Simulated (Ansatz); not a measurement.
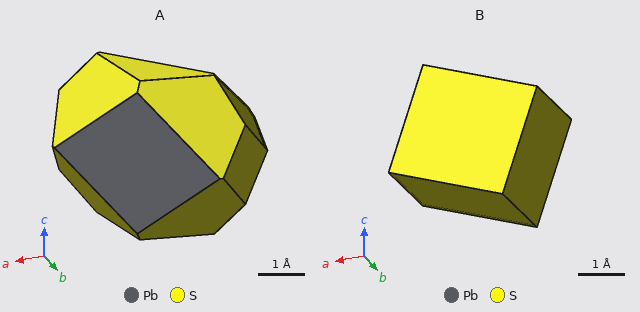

Computed Voronoi cells of the 2 sites of this structure, drawn to one scale and in one orientation; each face has the colour of the neighbour behind it.

PbS2, space group P4_2/mnm (No. 136), a = 6.319 Å, b = 6.319 Å, c = 3.937 Å, α = 90.00°, β = 90.00°, γ = 90.00°

```tsv
site	Wyckoff	x	y	z
Pb	2a	0.5000	0.5000	0.5000
S	4f	0.6941	0.6941	0.0000
```

Origin: the end point of a relaxation with DFT, r2SCAN+rVV10, plane waves, PAW (Ansatz 0.2.0).

> Which cell belongs to which site?

A is S (16 faces above 1 % of the solid angle, 29.8 Å³, facing S 50 %, Pb 50 %); B is Pb (6 faces above 1 % of the solid angle, 19.0 Å³, facing only S).
